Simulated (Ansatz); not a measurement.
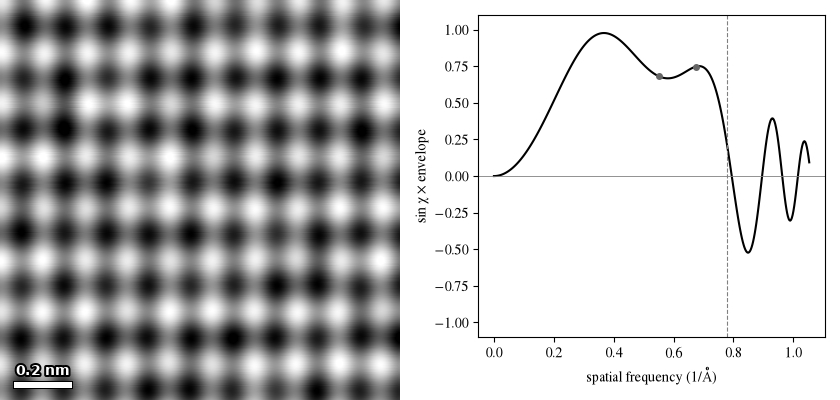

Phase-contrast TEM-like image of Pt (Pm-3m, No. 221) along [211]. Simulated in the weak-phase-object approximation with neutral-atom potentials: 80 kV, Cs = −20 µm, defocus +110 Å (negative is underfocus), defocus spread 12 Å, aperture 0.78 1/Å. A slight drift and the speckle of an amorphous layer were added. Structure used: the input geometry of an electronic-structure calculation (not necessarily at equilibrium); the starting structure was generated, so it need not be a known form of this composition.

The plot gives the contrast transfer function, the aperture (dashed) and the crystal's spatial frequencies that carry visible contrast (dots).

Q: Do the atom columns appear dark or bright, and why?

A: Bright. With negative Cs and overfocus sin χ is positive over the pass band, so the strongest columns (Pt) come out brighter than the background.

Q: What point resolution do these settings give, and which lattice spacings pass?

A: About 1.3 Å (0.66 |Cs|^(1/4) λ^(3/4) with λ = 0.0418 Å). The spacings that carry visible contrast are {110} at 1.82 Å, {111} at 1.48 Å.
